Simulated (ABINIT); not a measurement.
## Dielectric calculation of GaAs (part 3 of 3)

GaAs (F-43m, 2 atoms in the cell); Kohn-Sham DFT of a periodic cell, PBE, PseudoDojo NC SR PBE v0.4.1 standard, no spin polarisation (ABINIT 10.8.3); cutoff 1034.03 eV, 4×4×4 k-mesh, fixed occupations. The structure derives from an entry of the Crystallography Open Database.

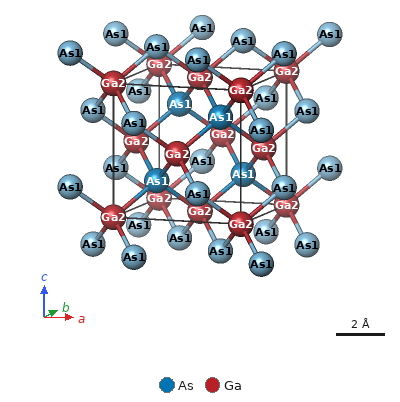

The structure (ball-and-stick view of the cell 4 times as large as that of the calculation, set on its symmetry axes, seen slightly off an axis; neighbours outside the cell are drawn fainter; atoms are numbered from 1 in the order of the input).

## Input
```
ndtset 3

pp_dirpath "./"
pseudos "As.upf, Ga.upf"

acell 3*1.0 Angstrom
rprim
     0.0000000000     2.8268500000     2.8268500000
     2.8268500000     0.0000000000     2.8268500000
     2.8268500000     2.8268500000     0.0000000000
ntypat 2
znucl 33 31
natom 2
typat 1 2
xred
            3/4            3/4            3/4
            0.0            0.0            0.0

ecut 38.0

ngkpt 4 4 4
nshiftk 4
shiftk
     0.5000000000     0.5000000000     0.5000000000
     0.5000000000     0.0000000000     0.0000000000
     0.0000000000     0.5000000000     0.0000000000
     0.0000000000     0.0000000000     0.5000000000

ixc 11

nband 14
occopt 1

nstep 80
diemac 6.0

prteig 0
prtebands 0
prtwf 0
prtden 0
prtpot 0

kptopt1 1
tolvrs1 1.0e-15
prtwf1 1

iscf2 -3
rfelfd2 2
rfdir2 1 1 1
getwfk2 1
kptopt2 2
nqpt2 1
qpt2 0.0 0.0 0.0
tolwfr2 1.0e-18
prtwf2 1

rfelfd3 3
rfdir3 1 1 1
getwfk3 1
getddk3 2
kptopt3 2
nqpt3 1
qpt3 0.0 0.0 0.0
tolvrs3 1.0e-10
```

## File mrgddb.in
```
merged_DDB
GaAs
2
runo_DS1_DDB
runo_DS3_DDB
```

## File anaddb.abi
```
ddb_filepath "merged_DDB"
output_file "anaddb.abo"
outdata_prefix "ana"
asr 1
chneut 1
dipdip 1
dieflag 2
enunit 0
```

Run as:
```bash
abinit run.abi > log 2>&1
mrgddb < mrgddb.in > mrgddb.log 2>&1
anaddb anaddb.abi > anaddb.log 2>&1
```

## Key numbers

| quantity | value |
| --- | --- |
| outcome | converged |
| space group (tolerance 0.01 Å) | F-43m (216) |
| electrons treated | 28 |
| free energy | −4967.8212 eV |
| Fermi energy | 3.781 eV |
| pressure | 2.38 GPa |
| largest force (length of the vector) | under 0.001 eV/Å |
| ε∞ (xx, yy, zz) | 15.23, 15.23, 15.23 |
| Born charges (mean of the diagonal) | As1 (−2.21 e); Ga2 (2.21 e) |
| hardware | 1 thread of Arm Neoverse V2, 24 GiB of memory available, shared host |
| wall time | 19 min |
| peak memory | 0.37 GiB |

## Remarks

Points of doubt noted for this run: k mesh coarse for field response.
